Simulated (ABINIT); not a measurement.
# Geometry relaxation of GaN (part 1 of 2)

The run: geometry relaxation of GaN (2 atoms in the cell). Method and program: Kohn-Sham DFT of a periodic cell, PBE, JTH PAW PBE v2.0, no spin polarisation (ABINIT 10.8.3).

The structure derives from a Materials Project entry.

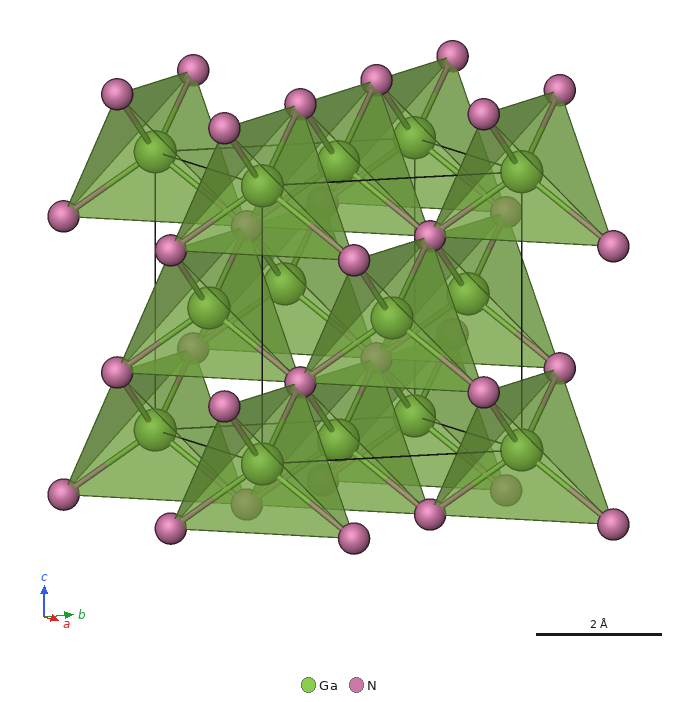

Fig. 1: The input geometry (polyhedral view of the cell 4 times as large as that of the calculation, set on its symmetry axes, seen slightly off an axis; polyhedra are completed across the faces of the cell). An atom can appear more than once, as a periodic image.

## The input
```
pp_dirpath "./"
pseudos "Ga.GGA_PBE-JTH.xml, N.GGA_PBE-JTH.xml"

acell 6.0224269985 6.0224269985 6.0224269985
rprim
     0.0000000000     0.7071067812     0.7071067812
     0.7071067812     0.0000000000     0.7071067812
     0.7071067812     0.7071067812     0.0000000000
ntypat 2
znucl 31 7
natom 2
typat 1 2
xcart
     0.0000000000     0.0000000000     0.0000000000
     2.1292494849     2.1292494849     2.1292494849
chkprim 0
chksymtnons 0
tolsym 1.0e-6

ecut 26.0
pawecutdg 48.0
pawxcdev 0

kptopt 1
ngkpt 10 10 10
nshiftk 1
shiftk 0.0 0.0 0.0

ixc 11

nband 13
occopt 3
tsmear 0.05 eV

nstep 100
tolvrs 1.0e-9

iomode 3
prtwf 0
prtden 0
prteig 0
prtebands 0
enunit 1

ionmov 22
ntime 60
tolmxf 5.0e-5
optcell 2
dilatmx 1.08
ecutsm 0.5
strtarget 3*-1.699465e-04 3*0.0
```

Run on 1 thread of Arm Neoverse V1, 24 GiB of memory available, shared host.

Launched with:
```bash
abinit run.abi > log 2>&1
```

## Log
```
.Version 10.8.3 of ABINIT
 Symmetries : space group F-4 3 m (#216); Bravais cF (face-center cubic)
================================================================================
 Values of the parameters that define the memory need of the present run
     intxc =       0    ionmov =      22      iscf =      17    lmnmax =      18
     lnmax =       6     mgfft =      30  mpssoang =       3    mqgrid =    3001
     natom =       2  nloc_mem =       2    nspden =       1   nspinor =       1
    nsppol =       1      nsym =      24    n1xccc =       1    ntypat =       2
    occopt =       3   xclevel =       2
       mpw =        1251          nfft =       27000          nkpt =          47
 PAW method is used; the additional fine FFT grid is defined by:
   mgfftf=        45    nfftf =     91125
================================================================================
================================================================================

--------------------------------------------------------------------------------
------------- Echo of variables that govern the present computation ------------
--------------------------------------------------------------------------------
 -outvars: echo values of preprocessed input variables --------
            acell      6.0224269985E+00  6.0224269985E+00  6.0224269985E+00 Bohr
              amu      6.97230000E+01  1.40067400E+01
          chkprim           0
      chksymtnons           0
          dilatmx      1.08000000E+00
             ecut      2.60000000E+01 Hartree
           ecutsm      5.00000000E-01 Hartree
           enunit           1
           ionmov          22
              ixc          11
         kptrlatt       10    0    0      0   10    0      0    0   10
          kptrlen      6.02242700E+01
            natom           2
            nband          13
            ngfft          30      30      30
          ngfftdg          45      45      45
             nkpt          47
            nstep         100
             nsym          24
            ntime          60
           ntypat           2
           occopt           3
          optcell           2
        pawecutdg      4.80000000E+01 Hartree
         pawxcdev           0
           prtden           0
        prtebands           0
           prteig           0
            prtwf           0
            rprim      0.0000000000E+00  7.0710678120E-01  7.0710678120E-01
                       7.0710678120E-01  0.0000000000E+00  7.0710678120E-01
                       7.0710678120E-01  7.0710678120E-01  0.0000000000E+00
          spgroup         216
        strtarget     -1.69946500E-04 -1.69946500E-04 -1.69946500E-04
                       0.00000000E+00  0.00000000E+00  0.00000000E+00
           tolsym      1.00000000E-06
           tolvrs      1.00000000E-09
           tsmear      1.83746611E-03 Hartree
            typat      1  2
           useylm           1
           xangst      0.0000000000E+00  0.0000000000E+00  0.0000000000E+00
                       1.1267503030E+00  1.1267503030E+00  1.1267503030E+00
            xcart      0.0000000000E+00  0.0000000000E+00  0.0000000000E+00
                       2.1292494850E+00  2.1292494850E+00  2.1292494850E+00
             xred      0.0000000000E+00  0.0000000000E+00  0.0000000000E+00
                       2.5000000000E-01  2.5000000000E-01  2.5000000000E-01
            znucl       31.00000    7.00000

================================================================================

 chkinp: Checking input parameters for consistency.

================================================================================
== DATASET  1 ==================================================================

--- !DatasetInfo
iteration_state: {dtset: 1, }
dimensions: {natom: 2, nkpt: 47, mband: 13, nsppol: 1, nspinor: 1, nspden: 1, mpw: 1251, }
cutoff_energies: {ecut:  26.0, pawecutdg:  48.0, }
electrons: {nelect:   1.80000000E+01, charge:   0.00000000E+00, occopt:   3.00000000E+00, tsmear:   1.83746611E-03, }
meta: {optdriver: 0, ionmov: 22, optcell: 2, iscf: 17, paral_kgb: 0, }
...

 Exchange-correlation functional for the present dataset will be:
  GGA: Perdew-Burke-Ernzerhof functional - ixc=11
  J.P.Perdew, K.Burke, M.Ernzerhof, PRL 77, 3865 (1996)

 Real(R)+Recip(G) space primitive vectors, cartesian coordinates (Bohr,Bohr^-1):
 R(1)=  0.0000000  4.2584990  4.2584990  G(1)= -0.1174123  0.1174123  0.1174123
 R(2)=  4.2584990  0.0000000  4.2584990  G(2)=  0.1174123 -0.1174123  0.1174123
 R(3)=  4.2584990  4.2584990  0.0000000  G(3)=  0.1174123  0.1174123 -0.1174123
 Unit cell volume ucvol=  1.5445417E+02 bohr^3
 Angles (23,13,12)=  6.00000000E+01  6.00000000E+01  6.00000000E+01 degrees

 Coarse grid specifications (used for wave-functions):

 getcut: wavevector=  0.0000  0.0000  0.0000  ngfft=  30  30  30
         ecut(hartree)=     30.326   => boxcut(ratio)=   2.01167

 Fine grid specifications (used for densities):

 getcut: wavevector=  0.0000  0.0000  0.0000  ngfft=  45  45  45
         ecut(hartree)=     55.987   => boxcut(ratio)=   2.16906

--- Pseudopotential description ------------------------------------------------
- pspini: atom type   1  psp file is ./Ga.GGA_PBE-JTH.xml
 Pseudopotential format is: paw10
 basis_size (lnmax)=  6 (lmn_size= 18), orbitals=   0   0   1   1   2   2
 Spheres core radius: rc_sph= 2.10359248
 Shapefunction is BESSEL type: shapef(r,l)=aa(1,l)*jl(q(1,l)*r)+aa(2,l)*jl(q(2,l)*r)
 Radius for shape functions =  1.80829011
 Compensation charge density is not taken into account in XC energy/potential

- pspini: atom type   2  psp file is ./N.GGA_PBE-JTH.xml
 Pseudopotential format is: paw10
 basis_size (lnmax)=  4 (lmn_size=  8), orbitals=   0   0   1   1
 Spheres core radius: rc_sph= 1.20497474
 Shapefunction is SIN type: shapef(r)=[sin(pi*r/rshp)/(pi*r/rshp)]**2
 Radius for shape functions =  1.00243812
 Compensation charge density is not taken into account in XC energy/potential

   4.80804022E+02                                ecore*ucvol(ha*bohr**3)
--------------------------------------------------------------------------------

================================================================================

=== [ionmov=22] Limited-memory Broyden-Fletcher-Goldfarb-Shanno method
================================================================================

--- Iteration: ( 1/60) Internal Cycle: (1/1)
--------------------------------------------------------------------------------

---SELF-CONSISTENT-FIELD CONVERGENCE--------------------------------------------

--- !BeginCycle
iteration_state: {dtset: 1, itime: 1, icycle: 1, }
solver: {iscf: 17, nstep: 100, nline: 4, wfoptalg: 10, }
tolerances: {tolvrs: 1.00E-09, }
...

     iter   Etot(hartree)      deltaE(h)  residm     nres2
 ETOT  1  -88.888638723055    -8.889E+01 7.077E-01 4.035E+01
 ETOT  2  -89.143589670514    -2.550E-01 1.329E-02 9.161E+00
 ETOT  3  -89.138120099368     5.470E-03 1.470E-03 8.304E-01
 ETOT  4  -89.138723009152    -6.029E-04 7.893E-04 6.445E-02
 ETOT  5  -89.138686917593     3.609E-05 2.669E-04 6.870E-03
 ETOT  6  -89.138736068458    -4.915E-05 1.923E-04 1.162E-03
 ETOT  7  -89.138741398623    -5.330E-06 3.286E-05 5.058E-04
 ETOT  8  -89.138741269722     1.289E-07 7.828E-05 2.572E-05
 ETOT  9  -89.138741283596    -1.387E-08 1.334E-05 3.483E-06
 ETOT 10  -89.138741283347     2.489E-10 3.064E-05 2.897E-07
 ETOT 11  -89.138741283757    -4.095E-10 5.218E-06 1.968E-08
 ETOT 12  -89.138741283732     2.488E-11 1.566E-05 7.046E-10

 At SCF step   12       nres2   =  7.05E-10 < tolvrs=  1.00E-09 =>converged.

 Cartesian components of stress tensor (hartree/bohr^3)
  sigma(1 1)= -1.94075204E-04  sigma(3 2)=  0.00000000E+00
  sigma(2 2)= -1.94075204E-04  sigma(3 1)=  0.00000000E+00
  sigma(3 3)= -1.94075204E-04  sigma(2 1)=  0.00000000E+00

--- !ResultsGS
iteration_state: {dtset: 1, itime: 1, icycle: 1, }
comment   : Summary of ground state results
lattice_vectors:
- [  0.0000000,   4.2584990,   4.2584990, ]
- [  4.2584990,   0.0000000,   4.2584990, ]
- [  4.2584990,   4.2584990,   0.0000000, ]
lattice_lengths: [   6.02243,    6.02243,    6.02243, ]
lattice_angles: [ 60.000,  60.000,  60.000, ] # degrees, (23, 13, 12)
lattice_volume:   1.5445417E+02
convergence: {deltae:  2.488E-11, res2:  7.046E-10, residm:  1.566E-05, diffor: null, }
etotal    :  -8.91387413E+01
entropy   :   0.00000000E+00
fermie    :   2.44656498E-01
cartesian_stress_tensor: # hartree/bohr^3
- [ -1.94075204E-04,   0.00000000E+00,   0.00000000E+00, ]
- [  0.00000000E+00,  -1.94075204E-04,   0.00000000E+00, ]
- [  0.00000000E+00,   0.00000000E+00,  -1.94075204E-04, ]
pressure_GPa:   5.7099E+00
xred      :
- [  0.0000E+00,   0.0000E+00,   0.0000E+00, Ga]
- [  2.5000E-01,   2.5000E-01,   2.5000E-01,  N]
cartesian_forces: # hartree/bohr
- [  3.95186961E-30,  -1.18556088E-29,   3.95186961E-30, ]
- [ -3.95186961E-30,   1.18556088E-29,  -3.95186961E-30, ]
force_length_stats: {min:   1.31068687E-29, max:   1.31068687E-29, mean:   1.31068687E-29, }
...

 Integrated electronic density in atomic spheres:
 ------------------------------------------------
 Atom  Sphere_radius  Integrated_density
    1        2.10359         11.20001173
    2        1.20497          2.54584096

---OUTPUT-----------------------------------------------------------------------

 Cartesian coordinates (xcart) [bohr]
  0.00000000000000E+00  0.00000000000000E+00  0.00000000000000E+00
  2.12924948496066E+00  2.12924948496066E+00  2.12924948496066E+00
 Reduced coordinates (xred)
  0.00000000000000E+00  0.00000000000000E+00  0.00000000000000E+00
  2.50000000000000E-01  2.50000000000000E-01  2.50000000000000E-01
 Cartesian forces (fcart) [Ha/bohr]; max,rms= 1.18556E-29 7.56725E-30 (free atoms)
  3.95186960560093E-30 -1.18556088168028E-29  3.95186960560093E-30
 -3.95186960560093E-30  1.18556088168028E-29 -3.95186960560093E-30
 Gradient of E wrt nuclear positions in reduced coordinates (gred)
  3.36580652894298E-29 -3.36580652894298E-29  3.36580652894298E-29
 -3.36580652894298E-29  3.36580652894298E-29 -3.36580652894298E-29
 Scale of Primitive Cell (acell) [bohr]
  6.02242699850000E+00  6.02242699850000E+00  6.02242699850000E+00
 Real space primitive translations (rprimd) [bohr]
  0.00000000000000E+00  4.25849896992131E+00  4.25849896992131E+00
  4.25849896992131E+00  0.00000000000000E+00  4.25849896992131E+00
  4.25849896992131E+00  4.25849896992131E+00  0.00000000000000E+00
 Unitary Cell Volume (ucvol) [Bohr^3]=  1.54454169021514E+02
 Angles (23,13,12)= [degrees]
  6.00000000000000E+01  6.00000000000000E+01  6.00000000000000E+01
 Lengths [Bohr]
  6.02242699861458E+00  6.02242699861458E+00  6.02242699861458E+00
 Stress tensor in cartesian coordinates (strten) [Ha/bohr^3]
 -1.94075203819560E-04  0.00000000000000E+00  0.00000000000000E+00
  0.00000000000000E+00 -1.94075203819564E-04  0.00000000000000E+00
  0.00000000000000E+00  0.00000000000000E+00 -1.94075203819560E-04
 Total energy (etotal) [Ha]= -8.91387412837320E+01

--- Iteration: ( 2/60) Internal Cycle: (1/1)
--------------------------------------------------------------------------------

---SELF-CONSISTENT-FIELD CONVERGENCE--------------------------------------------

--- !BeginCycle
iteration_state: {dtset: 1, itime: 2, icycle: 1, }
solver: {iscf: 17, nstep: 100, nline: 4, wfoptalg: 10, }
tolerances: {tolvrs: 1.00E-09, }
...
```
